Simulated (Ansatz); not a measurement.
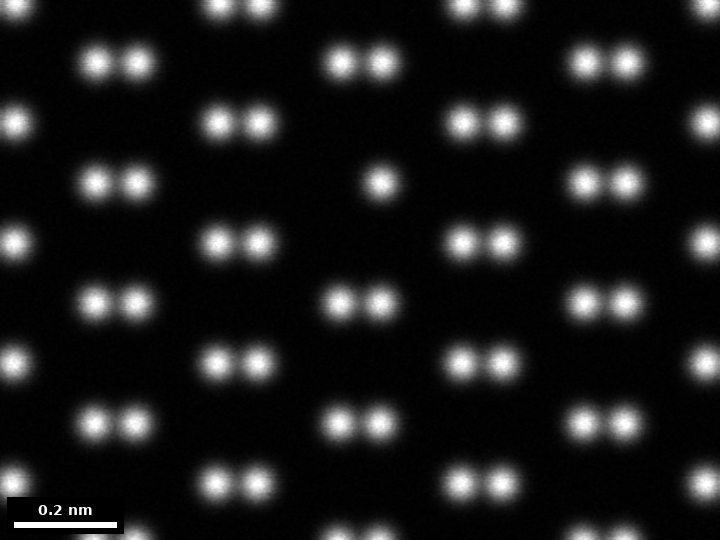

HAADF-like image of Ir (P6_3/mmc, No. 194) along [101]. Simulated incoherent Z contrast: every atom adds Z^1.7 spread by a probe of 0.50 Å full width; channelling and multiple scattering are left out. Shot noise and a slight drift were added.

The sample is 1 repeat (5.2 Å) thick. One point defect was put into the perfect crystal, without relaxing the atoms around it. Brightness is counted from the darkest point of the image. Host structure: coordinates from a relaxation with DFT, PBE, plane waves (420 eV) with PAW, scalar-relativistic (Ansatz); the starting structure was generated, so it need not be a known form of this composition.

Where is the defect (in Å from the left and the top edge), and what does its contrast suggest?

Answer. At about 7 Å from the left and 4 Å from the top. The column has all but vanished there, which points to a vacancy or a much lighter atom. The column holds 1 atom (Ir) through the sample, and one Ir atom is missing, so its peak vanishes.
